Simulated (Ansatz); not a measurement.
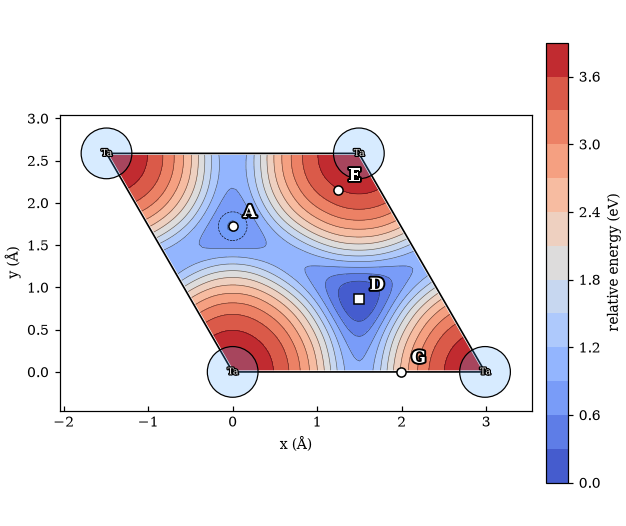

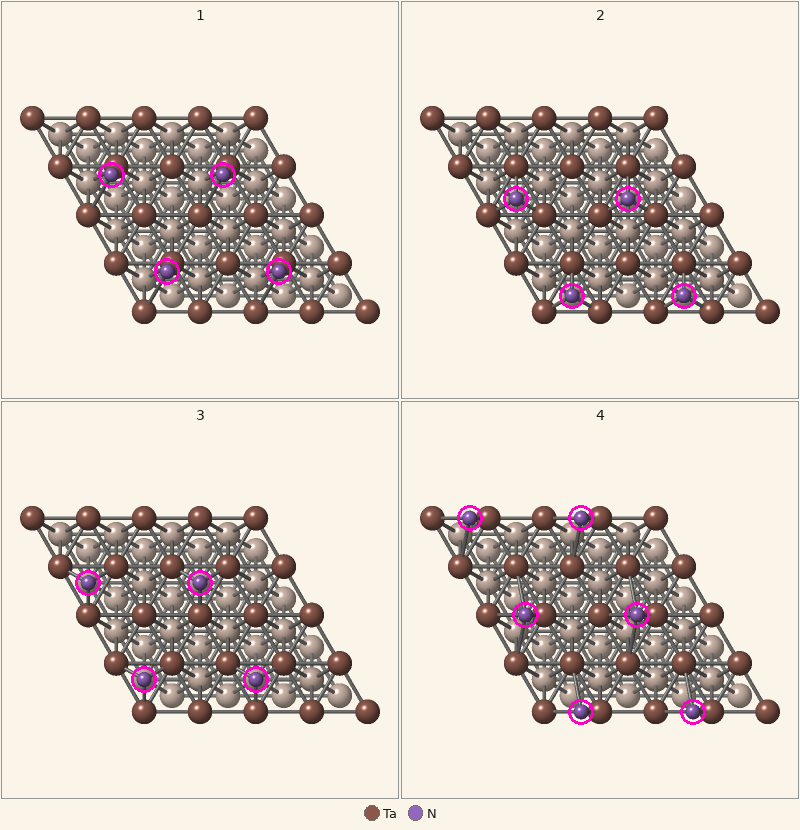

N on a Ta(111) slab cut from the Fm-3m phase, its upper half relaxed before the scan (12 atoms of substrate and one adsorbate in a 2 × 2 cell). 
- N is moved over the surface cell; relaxed at each place: the height of the adsorbate's atoms; substrate rigid; the origin of the map has the adsorbate above Ta9.
- Places are given modulo a cell vector. The map is drawn in real space over the plane of the surface.
- The grid has 6 × 6 points; 10 points were computed and 26 follow by symmetry.
- Places are given in fractions of the 1 × 1 surface cell.
- All energies are given in eV relative to the lowest grid point.
- These are results of Ansatz 0.2.0, DFT PBE, scalar-relativistic, plane waves, PAW, not measurements. Settings: cutoff 420 eV, k-mesh 6×6×1, gaussian smearing 0.1 eV, no spin polarisation.

In the figure: filled contours, labelled circles for the atoms of the top layer and small ones for the second layer, the outline of one cell of the plane, lettered points. Between grid points the surface is interpolated. The numbered pictures are the structures at these points, in random order. Rings mark the moved atoms.

Which structure belongs to which point?

A is structure 3: a threefold hollow over a second-layer Ta atom, (2/6, 4/6) of the cell vectors, 0.58 eV; D is structure 2: a threefold hollow over a third-layer Ta atom, (4/6, 2/6) of the cell vectors, 0.00 eV; E is structure 1: (5/6, 5/6) of the cell vectors [nearest 1 Ta at 1.80 Å], 3.58 eV; G is structure 4: (4/6, 0/6) of the cell vectors [nearest 1 Ta at 1.79 Å], 2.43 eV.

PAW datasets: the set soft_1.
